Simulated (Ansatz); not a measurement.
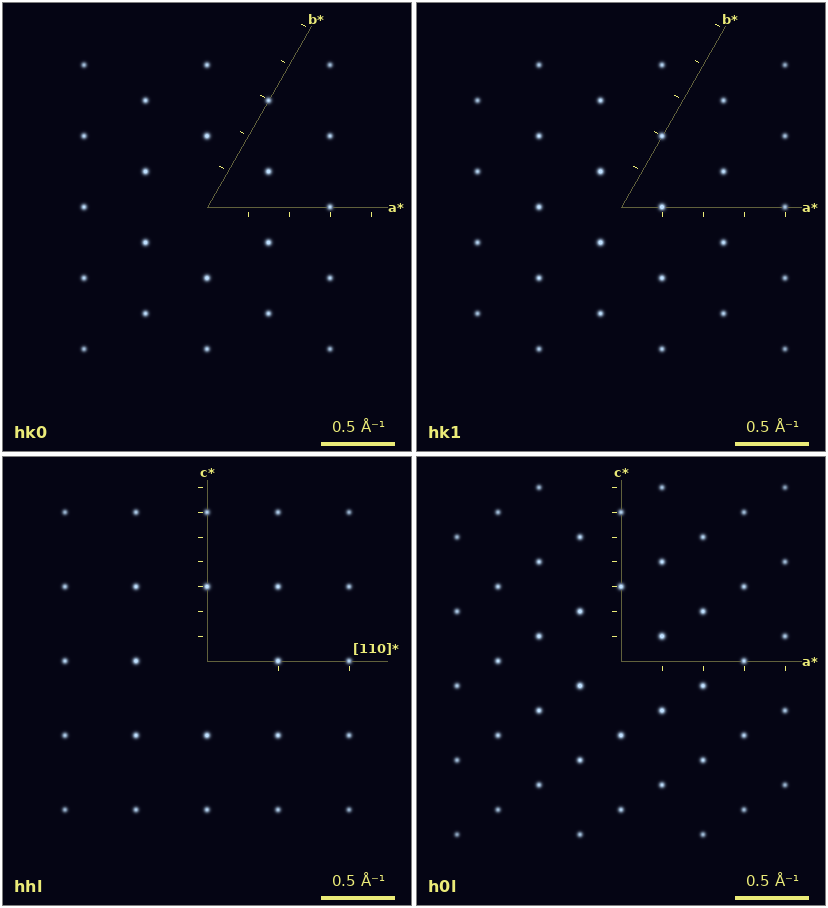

Simulated precession-type sections (X-rays; kinematic intensities, B = 0.5 Å²). The ticks mark integer indices of the conventional cell.

Read the reciprocal cell and give the direct cell.

a* = 0.284, b* = 0.284, c* = 0.172 Å⁻¹, γ* = 60°; the cell is trigonal with a = 4.07 Å, c = 5.82 Å (hexagonal axes).

Which reflection conditions do the layers show?

Reflections are present only under these conditions. hkl: −h + k + l = 3n; hk0: −h + k = 3n; h0l: 2h + l = 3n; hhl: l = 3n; 00l: l = 3n. The lattice is rhombohedrally centred (R).

Which space groups fit?

The intensities have Laue symmetry -3m (the hk0 layer shows 6mm, hk1 shows 3m). With these conditions the candidates are R32 (No. 155), R3m (No. 160), R-3m (No. 166). Diffraction geometry alone does not choose among them; the structure has R-3m. The compound is Hg. Structure: the input geometry of an electronic-structure calculation (not necessarily at equilibrium).
